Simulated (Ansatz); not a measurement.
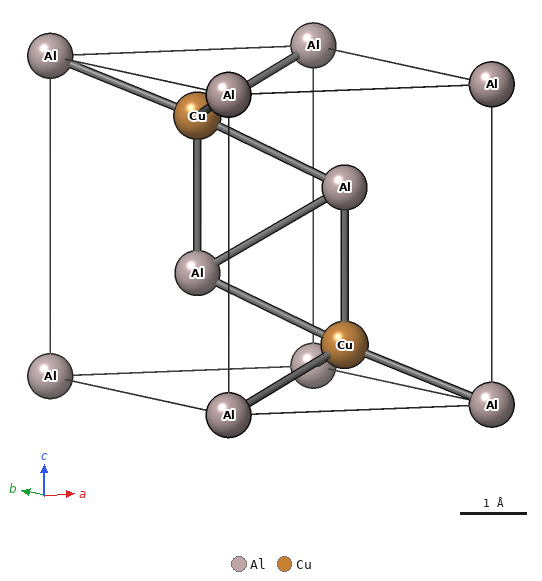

Phonons of a crystal of Al3Cu2, at the zone centre. A ball-and-stick model of the cell of the calculation, seen from a free direction.

Computed with DFT PBEsol, scalar-relativistic, plane waves, PAW in Ansatz 0.2.0. Settings: plane-wave cutoff 420 eV; k-point mesh 12 × 12 × 8; occupations fermi dirac; smearing width 0.15 eV; no spin polarisation.

The frequencies depend somewhat on the k-mesh and the smearing.

> Give the spectrum at this point.

The calculation's cell holds 5 atoms, so there are 12 optical modes, in 8 levels. The optical modes span 2E_g + 2A₁g + 2A₂u + 2E_u. No level is unstable.

| level | symmetry | frequency (cm⁻¹) | activity |
| --- | --- | --- | --- |
| 1 | E_g | 125 | Raman-active |
| 2 | A₁g | 154 | Raman-active |
| 3 | A₂u | 183 | infrared-active |
| 4 | E_u | 199 | infrared-active |
| 5 | E_g | 271 | Raman-active |
| 6 | E_u | 322 | infrared-active |
| 7 | A₂u | 322 | infrared-active |
| 8 | A₁g | 355 | Raman-active |

The crystal is a metal, so free carriers screen the infrared response.

The displacement patterns (one member of each degenerate set), 6 of the levels:

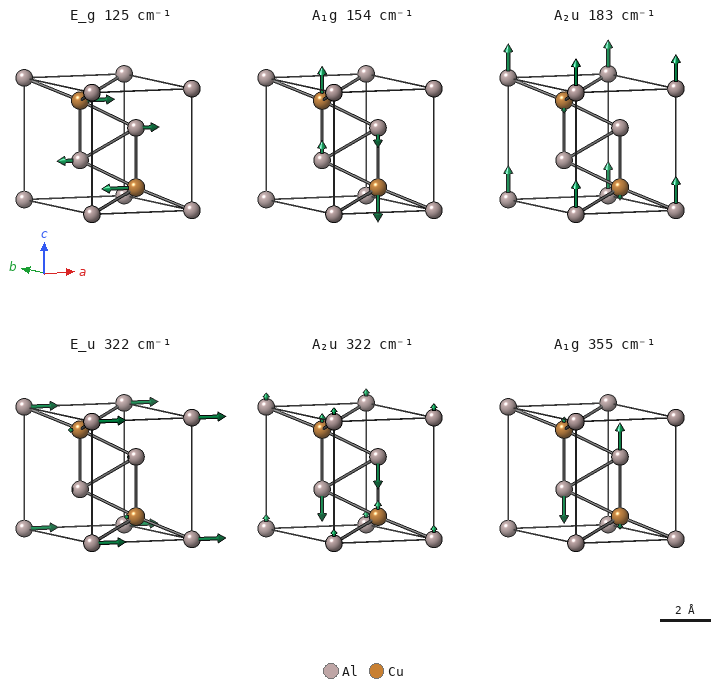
